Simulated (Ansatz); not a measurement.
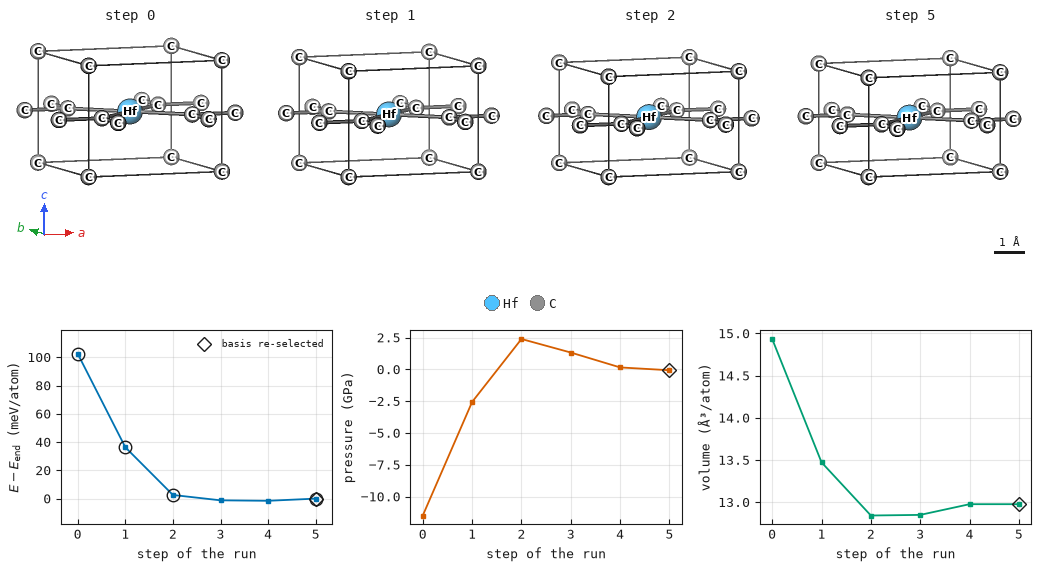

Frames of a relaxation of solid HfC5 (a generated structure, set up in P4/mmm) (coarse preliminary run), marked on the history of the run. The picture is a ball-and-stick view of the cell of the calculation, seen slightly off an axis.

The calculation used DFT PBE, scalar-relativistic, plane waves, PAW (Ansatz).

Input file:
```yaml
crystal:
  lattice:
    - [4.85179269, 0.0, 0.0]
    - [0.0, 4.85179269, 0.0]
    - [0.0, 0.0, 3.80653353]
  atoms:
    - { symbol: Hf, position: [0.5, 0.5, 0.5] }
    - { symbol: C, position: [0.83864047, 0.83864047, 0.5] }
    - { symbol: C, position: [0.16135953, 0.16135953, 0.5] }
    - { symbol: C, position: [0.16135953, 0.83864047, 0.5] }
    - { symbol: C, position: [0.83864047, 0.16135953, 0.5] }
    - { symbol: C, position: [0.0, 0.0, 0.0] }
basis:
  ecutwfc: 420
kpoints:
  mp_grid: { grid: [4, 4, 4] }
hamiltonian:
  xc: pbe
scf:
  occupations: { method: gaussian, width: 0.1 }
  lower_state_search: "off"
output:
  forces: true
  stress: true
  eigenvalues: true
relax:
  adjacent_minimum: "off"
  f_tol: 0.04
  max_steps: 70
  cell: { stress_tol: 0.4 }
```

Run as
```bash
ansatz run input.yaml --threads 1 --pin off --max-ram 2048MiB --backend cpu --events-out ev --progress --plain --runs-dir out
```

Question: What happens along the run?

Answer: Over 4 accepted moves (5 points after the start) the energy falls by 103 meV per atom. The largest force component goes from 1.1 to 0.015 eV/Å. The pressure goes from −11.49 to −0.07 GPa. At 1 point the geometry stayed and the basis and grid were re-selected for the new cell (energy shift of 1.5 meV per atom at most each time). The largest moves relative to the cell, 0.022 Å, are those of C2, C3, C4 and C5. C3 goes along [−1 −1 0]. Hf stays in place. The drawn cell changes as follows: a = b 4.852 → 4.788 Å (−1.3 %), c 3.807 → 3.396 Å (−10.8 %); the volume changes by −13.1 %. Near-neighbour distances that change, for instance: Hf1–Hf1 3.807 → 3.396 Å, C2–C4 1.566 → 1.514 Å, Hf1–C2 2.324 → 2.315 Å. The space group stays P4/mmm (No. 123). Cost: 19 s on 1 thread of Arm Neoverse V2, on a shared host, peak memory 0.37 GiB. From step 0 to 1: volume −9.8 %, energy −66.2 meV per atom. From step 1 to 2: C atoms move most (0.02 Å), volume −4.7 %, energy −33.7 meV per atom. From step 2 to 5: volume +1.0 %, energy −2.6 meV per atom.

Limits of the set-up: the k-point mesh is coarse for a cell with partly filled bands.
